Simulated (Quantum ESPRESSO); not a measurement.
**Energy of CdS along an even scaling of the cell**

System: CdS (4 atoms in the cell).
Method: Kohn-Sham DFT of a periodic cell, PBEsol, GBRV 1.5 PBEsol, no spin polarisation (Quantum ESPRESSO 7.5).

The 7 runs differ only in the geometry, by an even scaling of the cell at fixed fractional positions. The structure derives from an entry of the Crystallography Open Database.

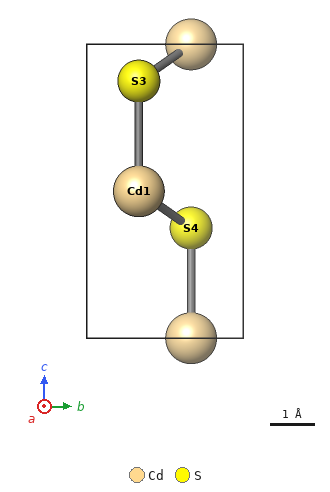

Figure 1. The structure of run 4 (ball-and-stick view of the cell of the calculation, along the a axis; atoms are numbered from 1 in the order of the input). An atom can appear more than once, as a periodic image.

**Input of run 4**
```
&CONTROL
  calculation = 'scf'
  prefix = 'pwscf'
  outdir = './tmp'
  pseudo_dir = './pseudo'
  tstress = .true.
  disk_io = 'nowf'
/
&SYSTEM
  ibrav = 0
  nat = 4
  ntyp = 2
  ecutwfc = 45
  ecutrho = 360
  nbnd = 26
  occupations = 'smearing'
  smearing = 'fd'
  degauss = 0.00367493
/
&ELECTRONS
  conv_thr = 8d-10
  electron_maxstep = 120
  mixing_beta = 0.5
/
ATOMIC_SPECIES
Cd   112.4140 cd_pbesol_v1.uspp.F.UPF
S     32.0600 s_pbesol_v1.4.uspp.F.UPF
CELL_PARAMETERS angstrom
   4.1500000000    0.0000000000    0.0000000000
  -2.0750000000    3.5940054257    0.0000000000
   0.0000000000    0.0000000000    6.7370000000
ATOMIC_POSITIONS crystal
Cd     0.6666666667    0.3333333333    0.5000000000
Cd     0.3333333333    0.6666666667    0.0000000000
S      0.6666666667    0.3333333333    0.8750000000
S      0.3333333333    0.6666666667    0.3750000000
K_POINTS automatic
7 7 4 0 0 0
```

Command:
```bash
OMP_NUM_THREADS=1 mpirun -n 2 pw.x -nk 2 -in pw.in > pw.out
```

Run 2 differs from it as follows:
```diff
-   4.1500000000    0.0000000000    0.0000000000
-  -2.0750000000    3.5940054257    0.0000000000
-   0.0000000000    0.0000000000    6.7370000000
+   4.0939120434    0.0000000000    0.0000000000
+  -2.0469560217    3.5454318304    0.0000000000
+   0.0000000000    0.0000000000    6.6459482979
```

**Results, with one run withheld**

| run | volume per atom (Å³) | free energy per atom, from the lowest run given (meV) | pressure (GPa) | gap on the mesh (eV) |
| --- | --- | --- | --- | --- |
| 1 | 23.614 | 12.32 | 3.46 | 1.16 |
| 2 | 24.116 | ? | ? | ? |
| 3 | 24.618 | 0.00 | 0.54 | 1.07 |
| 4 | 25.121 | 0.20 | −0.69 | 1.03 |
| 5 | 25.623 | 4.03 | −1.78 | 0.98 |
| 6 | 26.126 | 11.12 | −2.76 | 0.94 |
| 7 | 26.628 | 21.10 | −3.63 | 0.90 |

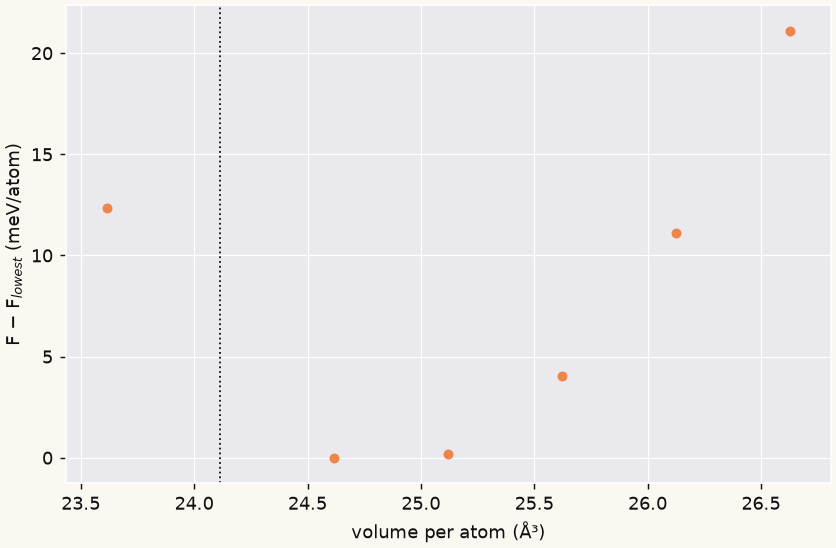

Figure 2. Free energy per atom of the runs given; the dotted line marks run 2.

Fit the runs given and predict run 2.

A cubic polynomial in V^(−2/3) (the Birch–Murnaghan form), fitted to the 6 runs given, misses them by under 0.01 meV per atom. With x = V^(−2/3) − 0.11617 Å⁻², it reads F = 0.88607 − 1976.8 x + 7.6397e+05 x² + 2.0249e+06 x³ (meV per atom). At run 2 it gives 3.88 meV per atom, and the run itself gives 3.88. The slope of the fit gives a pressure −dF/dV of 1.94 GPa there, and the run prints 1.92 GPa. The fit has its minimum at 24.842 Å³ per atom, where V d²F/dV² gives 61 GPa. Cell shape and fractional positions are held, so this is the stiffness under even scaling; the relaxed bulk modulus wasn't computed. The gap on the mesh goes, without turning, from 1.16 eV in run 1 to 0.90 eV in run 7; run 2 has 1.11 eV. These are gaps of this functional on this mesh, which can miss the band edges; they aren't the measured gap.

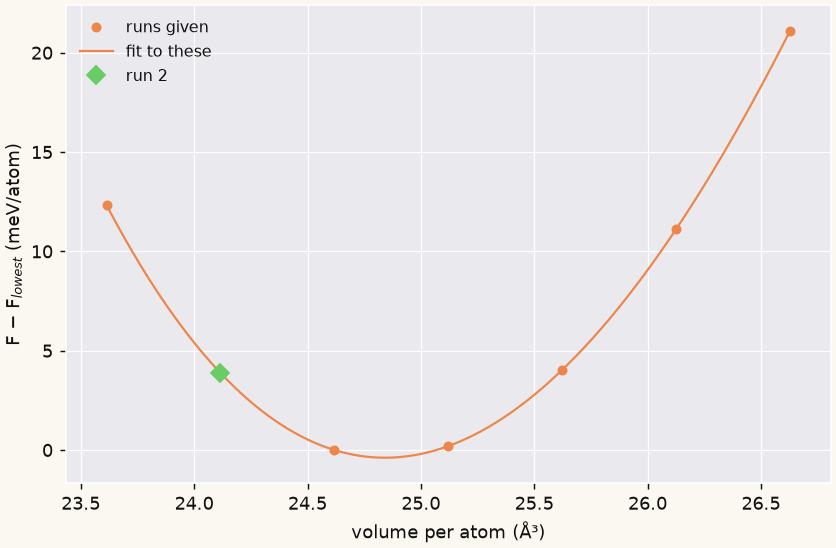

Figure 3. The fit and the withheld run.

**Some lines of the output (run 2)**
```
[...]
     total energy              =    -277.10932956 Ry
     total energy              =    -277.17047097 Ry
     total energy              =    -277.17258762 Ry
     total energy              =    -277.17282618 Ry
     total energy              =    -277.17296115 Ry
     total energy              =    -277.17296667 Ry
     total energy              =    -277.17296686 Ry
     total energy              =    -277.17296697 Ry
     total energy              =    -277.17296700 Ry
     the Fermi energy is     6.4763 ev
!    total energy              =    -277.17296700 Ry
     The total energy is F=E-TS. E is the sum of the following terms:
     Computing stress (Cartesian axis) and pressure
          total   stress  (Ry/bohr**3)                   (kbar)     P=       19.17
```

Notes on the run: negative rho.
